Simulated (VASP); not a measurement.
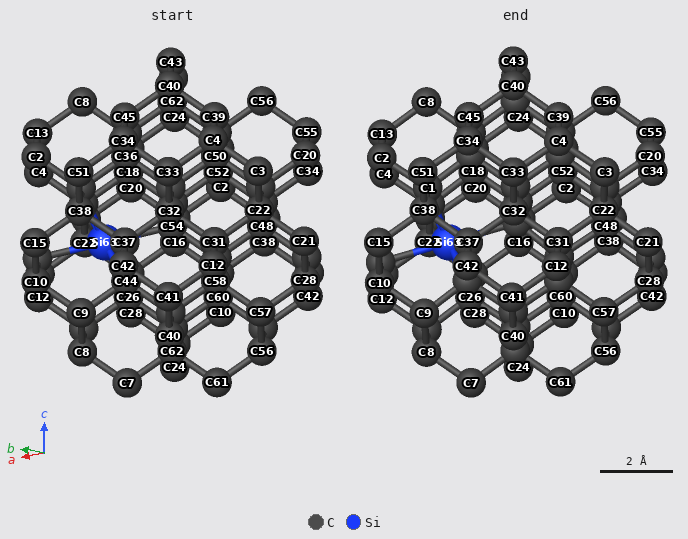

The structure of a defect cell of composition SiC62 (cell charge −1) before (left) and after (right) a relaxation, at one scale.

The picture is a ball-and-stick view of the atoms within 5.0 Å of the atom that moves most (axes of the cell of the calculation), seen from a free direction.

The run lets the atoms move in a fixed cell.

Theory: Kohn-Sham DFT of a periodic cell, PBE, VASP PAW PBE potentials, recommended (VASP 6.6.1).

Input file:
```
PREC = Accurate
ENCUT = 420
EDIFF = 1E-6
ISMEAR = -2
LREAL = Auto
LASPH = T
NELM = 80
ALGO = Normal
ISIF = 2
LWAVE = F
LCHARG = F
ISPIN = 2
MAGMOM = 0.16 0 0.16 0 0.16 0 0 0 0 0 0 0 0 0 0 0 0 0 0 0 0 0 0 0 0 0.16 0 0 0 0 0 0 0 0 0 0 0 0 0 0 0 0 0 0.16 0 0 0 0 0 0 0 0 0 0.16 0 0 0 0 0 0 0 0 0
LORBIT = 11
GGA = PE
IBRION = 2
NSW = 30
EDIFFG = -0.015
NELECT = 253
ISYM = 0
NBANDS = 144
FERWE = 127*1.0 17*0.0
FERDO = 123*1.0 1.0 1.0 1.0 0.0 17*0.0
LUSENCCL = F
```

Launched with:
```bash
cat potpaw_PBE.64/C/POTCAR potpaw_PBE.64/Si/POTCAR > POTCAR
mpirun -np 1 vasp_gam > vasp.out
```

Q: Summarise the run.

A: The largest moves, 0.11 Å, are those of C atoms. Si stays in place. The cell stays as it was. Some distances before and after: C–Si 1.946 → 1.997 Å, C–C 1.547 → 1.513 Å, C–C 1.547 → 1.578 Å, C–Si 1.946 → 1.967 Å. Among the angles between lasting bonds that change: C–C–Si 131.5° → 124.5°, C–C–C 109.5° → 114.6°, C–Si–C 80.9° → 85.8°. Over 24 geometry steps the energy falls by 1.203 eV per cell of the calculation. The largest force component goes from 2.9 to 0.012 eV/Å. At step 1 the optimiser overshot: the energy rose above the start, and later steps came back. It ran on 1 × NVIDIA H100 80GB with 1 thread of AMD EPYC 7R13 Processor (Zen 3), on a shared host.

Limits of the set-up: the periodic images lie only 7.1 Å apart, so the values are limited by the cell's size; the cell is charged, on a uniform background, and energies carry no finite-size correction.
